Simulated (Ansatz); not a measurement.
**Single-point calculation of O**

The run: single-point calculation of O (C2/m, 4 atoms in the cell). Method and program: DFT, PBE, PAW with Ansatz's default frozen-core files, scalar-relativistic (Ansatz 0.2.0).

The structure derives from a Materials Project entry. It belongs to a series of runs on one base structure; here: moments marked - in +-+- held at 120 degrees to the others, PAW files. Figures and captions count atoms from 1; the log counts them from 0 in places.

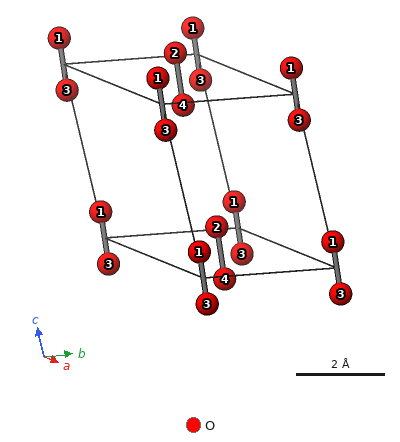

**Figure 1.** The input geometry (ball-and-stick view of the cell of the calculation, set on other vectors, seen slightly off an axis; atoms are numbered from 1 in the order of the input).

## The input
```yaml
crystal:
  lattice:
    - [-2.3944914034, 0.0, 3.6470501824]
    - [0.0, -3.32483188, 0.0]
    - [3.3083143032, 0.0, 3.6470501824]
  atoms:
    - { symbol: O, position: [0.13012019, 0.0, 0.02545383], spin: 0.6, spin_axis: [0.0, 0.0, 1.0] }
    - { symbol: O, position: [0.63012019, 0.5, 0.52545383], spin: 0.6, spin_axis: [0.8660254, 0.0, -0.5] }
    - { symbol: O, position: [0.86987981, 0.0, 0.97454617], spin: 0.6, spin_axis: [0.0, 0.0, 1.0] }
    - { symbol: O, position: [0.36987981, 0.5, 0.47454617], spin: 0.6, spin_axis: [0.8660254, 0.0, -0.5] }
magnetization:
  noncollinear: true
  spin_locking: { lock_directions: true }
kpoints:
  mp_grid: { grid: [6, 8, 5] }
scf:
  occupations: { method: fermi_dirac, width: 0.05 }
  max_iter: 150
  lower_state_search: "off"
hamiltonian:
  xc: pbe
  pseudopotentials: { kind: paw }
output:
  eigenvalues: false
```

Run on 2 threads of Arm Neoverse V1, 24 GiB of memory available, shared host.

Run as:
```bash
ansatz run input.yaml --threads 2 --pin off --max-ram 6144MiB --backend cpu --events-out ev --progress --plain --runs-dir out
```

## Log
```
settings of this run that can trade accuracy for cost: output.eigenvalues: false. Do not mix this run's numbers with those of runs without the same settings; the input reference describes each key
Engine: ansatz 0.2.0, aarch64-unknown-linux-gnu
Pseudopotentials: kind: paw
Pseudopotential: O, paw, valence charge 6, recommended cutoff 420 eV (normal), O.paw.azcp
Functional definition: PBE
  parameter kappa = 0.804
  parameter beta = 0.06672455060314922
  exchange = pbe_x(kappa = kappa, mu = beta*pi^2/3)
  correlation = pbe_c(beta = beta)
Crystal: 4 atoms, lattice volume = 69.151 Å³
Basis set: ecut = 420 eV, 1365 PW (Γ)
Bands: 32, of which v1, the nominal top of the filled ones, is band 24 counted from 1 (23 counted from 0)
Symmetry: 8 space group operations + 8 with time reversal
Moments: of one size on atoms that these operations exchange, one fixing the others by the rotation that the starting moments gave each, and all in one plane where the starting moments lie in one or along one axis (crystal.symmetry.detect: false holds none)
k-points: 80 of 240
Non-local potential: O, projectors of the file, l = 0: 2, l = 1: 2, l = 2: 1
PAW form: soft (Blöchl's): semilocal exchange-correlation on the pseudo side does not see the compensation charge
PAW one-centre angular grid: O, 110 points (default); XC on 64 Gauss nodes
Initial density: superposition of atomic densities (chi_scale 0.1, normalization cell)
Starting moments: Σ|m| = 2.4 μB on 4 of 4 sites
Initial wavefunctions: pseudopotential atomic-orbital guess
Functional: x = pbe(κ = 0.804, μ = 0.2195149727645171), c = pbe(β = 0.06672455060314922)
SCF iter   1: F=-2259.431430 eV  HF=-2259.326407 eV  |F-HF|=1.05e-1  |Δ(HF+E_count)|=         —  Δρ=8.12e-2  dr2=1.13e0  dr2_m=1.62e0  ethr=3.10e-3  |M|=1.81e0 ∫|m|=3.80e0 μB  |m|>n=0.0e0 m-floor=0.0e0 τ_xc=1.8e-1 mc-row=0.0e0 uncertified=8  β_m=0.30  ⟨swp⟩=5.5  Hψ=10091  notcnv=0
preconditioner: auto → none  [insulator: Δε(μ)=0.272 eV  Ē_g=11.541 eV  σ=0.050 eV  W_gap=0.88  n_scr=10 (ndim 8)  ℏωp=20.0 eV  f_vac=0.167  D(μ)=0.29/eV (n_scr^D=0)  ε∞_Penn≈4.0]
SCF iter   2: F=-2259.711280 eV  HF=-2259.436137 eV  |F-HF|=2.75e-1  |Δ(HF+E_count)|=   1.10e-1  Δρ=6.12e-2  dr2=3.52e-1  dr2_m=9.29e-1  ethr=3.10e-3  |M|=1.87e0 ∫|m|=3.90e0 μB  |m|>n=0.0e0 m-floor=0.0e0 τ_xc=1.8e-1 mc-row=0.0e0  β_m=0.62  ⟨swp⟩=2.3  Hψ=4706  notcnv=0
SCF iter   3: F=-2259.851481 eV  HF=-2259.844791 eV  |F-HF|=6.69e-3  |Δ(HF+E_count)|=   4.09e-1  Δρ=6.99e-3  dr2=2.75e-4  dr2_m=1.29e-2  ethr=1.47e-3  |M|=1.93e0 ∫|m|=4.01e0 μB  |m|>n=0.0e0 m-floor=0.0e0 τ_xc=1.8e-1 mc-row=0.0e0  β_m=0.67  ⟨swp⟩=2.1  Hψ=4978  notcnv=0
SCF iter   4: F=-2259.852356 eV  HF=-2259.852148 eV  |F-HF|=2.08e-4  |Δ(HF+E_count)|=   7.36e-3  Δρ=9.64e-4  dr2=3.90e-5  dr2_m=2.94e-4  ethr=1.15e-6  |M|=1.94e0 ∫|m|=4.02e0 μB  |m|>n=0.0e0 m-floor=0.0e0 τ_xc=1.8e-1 mc-row=0.0e0  β_m=0.84  ⟨swp⟩=2.0  Hψ=5559  notcnv=0  defer=5
SCF iter   5: F=-2259.852305 eV  HF=-2259.852300 eV  |F-HF|=4.76e-6  |Δ(HF+E_count)|=   1.52e-4  Δρ=1.87e-4  dr2=1.37e-6  dr2_m=1.05e-5  ethr=1.62e-7  |M|=1.94e0 ∫|m|=4.02e0 μB  |m|>n=0.0e0 m-floor=0.0e0 τ_xc=1.8e-1 mc-row=0.0e0  β_m=0.92  ⟨swp⟩=2.0  Hψ=4437  notcnv=0  defer=5
SCF iter   6: F=-2259.852271 eV  HF=-2259.852272 eV  |F-HF|=1.95e-7  |Δ(HF+E_count)|=   2.83e-5  Δρ=8.29e-5  dr2=1.31e-6  dr2_m=2.05e-6  ethr=4.17e-10  |M|=1.94e0 ∫|m|=4.02e0 μB  |m|>n=0.0e0 m-floor=0.0e0 τ_xc=1.8e-1 mc-row=0.0e0  β_m=0.96  ⟨swp⟩=4.0  Hψ=7430  notcnv=0
SCF iter   7: F=-2259.852254 eV  HF=-2259.852255 eV  |F-HF|=8.51e-7  |Δ(HF+E_count)|=   1.62e-5  Δρ=4.90e-5  dr2=1.21e-6  dr2_m=3.48e-7  ethr=5.46e-9  |M|=1.95e0 ∫|m|=4.02e0 μB  |m|>n=0.0e0 m-floor=0.0e0 τ_xc=1.8e-1 mc-row=0.0e0  β_m=0.88  ⟨swp⟩=2.0  Hψ=4435  notcnv=0  defer=39
SCF iter   8: F=-2259.852246 eV  HF=-2259.852246 eV  |F-HF|=1.93e-9  |Δ(HF+E_count)|=   8.91e-6  Δρ=5.51e-6  dr2=9.18e-9  dr2_m=9.19e-9  ethr=4.17e-10  |M|=1.95e0 ∫|m|=4.02e0 μB  |m|>n=0.0e0 m-floor=0.0e0 τ_xc=1.8e-1 mc-row=0.0e0  ⟨swp⟩=1.8  Hψ=7516  notcnv=0
SCF 1 converged in 8 iterations: F = -2259.852246 eV  dr2 = 9.18e-9
  greatest PAW one-centre occupation: 0.883 electrons in one spin orbital (limit 2), on the O atom at site 3 (counted from 0), in its partial waves of l = 0
```

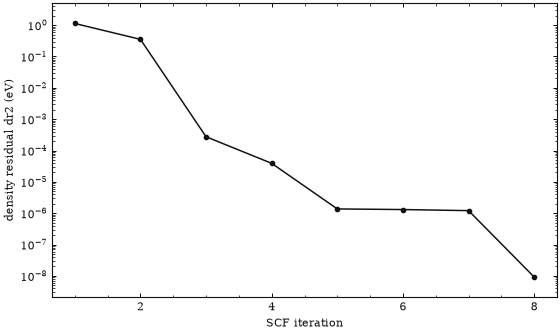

**Figure 2.** Convergence of the self-consistent field: density residual dr2 against the SCF iteration. The residual falls at every step.

```
SCF converged after 8 iterations
Stability not checked: this state was not tested for a lower state beside it, because a magnetisation constraint still acts at the end of the SCF (magnetization_constraint; see scf.lower_state_search)
Magnetization: |M| = 1.9470 μB,  M = (+1.6861, -0.0000, +0.9735) μB
Absolute magnetization: 4.0233 μB (∫|m|, with the PAW one-centre terms)
  site 0: m = (-0.0049, -0.0000, +0.5554) μB, |m| = 0.5554 μB  (R = 0.50 Å)
  site 1: m = (+0.4785, +0.0000, -0.2819) μB, |m| = 0.5554 μB  (R = 0.50 Å)
  site 2: m = (-0.0049, +0.0000, +0.5554) μB, |m| = 0.5554 μB  (R = 0.50 Å)
  site 3: m = (+0.4785, -0.0000, -0.2819) μB, |m| = 0.5554 μB  (R = 0.50 Å)
--- Magnetisation constraints (ε_frz = 1.0e-4 eV) ---
  site  kind           target                            achieved (μB)             |Δ|max (μB)  g (eV/μB)                   λ_eff  esc  ok   flags
  0     per_site_axis  ê (+0.000, +0.000, +1.000) ≥0.00  (-0.005, +0.000, +0.555)  4.89e-3      (-9.8e-3, +0.0e0, +0.0e0)   1.000  0    yes
  1     per_site_axis  ê (+0.866, +0.000, -0.500) ≥0.00  (+0.479, +0.000, -0.282)  4.24e-3      (-4.9e-3, +0.0e0, -8.5e-3)  1.000  0    yes
  2     per_site_axis  ê (+0.000, +0.000, +1.000) ≥0.00  (-0.005, +0.000, +0.555)  4.89e-3      (-9.8e-3, +0.0e0, +0.0e0)   1.000  0    yes
  3     per_site_axis  ê (+0.866, +0.000, -0.500) ≥0.00  (+0.479, +0.000, -0.282)  4.24e-3      (-4.9e-3, +0.0e0, -8.5e-3)  1.000  0    yes
Free energy (F): -2259.852246 eV
Harris-Foulkes:  -2259.852246 eV  (|F-HF|=1.93e-9)
Internal energy: -2259.852246 eV  (E = F + TS)
E sigma→0 (E₀):  -2259.852246 eV
Entropy (-TS):   -0.000000 eV (-0.000 meV/atom)
Fermi energy:    -0.292186 eV
--- Per-component energies (eV) ---
  E_band       = -253.990238
  E_kinetic    = 682.526923
  E_local      = -2016.412010  (includes V_loc(G=0)·N_el)
  E_nonlocal   = 195.678300
  E_hartree    = 694.488411
  E_xc         = -286.513380
  E_vxc        = -364.687123  (∫ρ·V_xc dr)
  E_paw        = -629.620769  (= ΣΔE_a)
  E_vpaw       = -140.087408  (= ΣTr[D̂ρ^β])
  E_aug_tail   = 0.009392  (compensation charges beyond the density's cutoff)
  E_constr_dc  = 0.000192  (∫m·b dr)
  E_ewald      = -900.009113
  E_smearing   = -0.000000  (= −TS)
  E_closure    = -0.000000  (closes the sum)
  E_penalty    = 0.000096  (constraint; not in F)
  Σ components = -2259.852246   (vs F -2259.852246, Δ=0.00e0)
settings of this run that can trade accuracy for cost: output.eigenvalues: false. Do not mix this run's numbers with those of runs without the same settings; the input reference describes each key
```

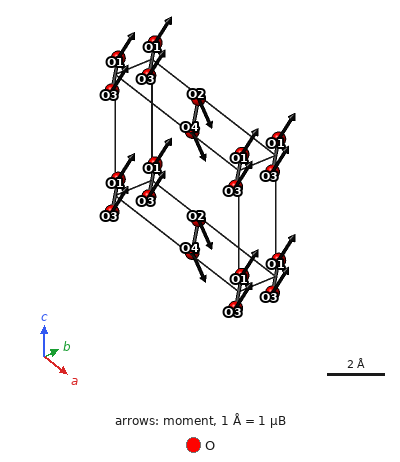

**Figure 3.** Magnetic moments of the sites as black arrows (ball-and-stick view of the cell of the calculation, set on other vectors, seen slightly off an axis; atoms are numbered from 1 in the order of the input); small moments hardly show. Site moments: all 4 O atoms (1.18 μB). They are counted near the atoms and needn't add up to the moment of the cell.

## Key numbers

```tsv
quantity	value
outcome	converged
space group (tolerance 0.01 Å)	C2/m (12)
electrons treated	24
free energy	−2259.8522 eV
Fermi energy	−0.292 eV
net moment of the cell	1.95 μB
integrated absolute moment	4.02 μB
wall time	18 s (CPU time 36 s)
peak memory	0.53 GiB
```
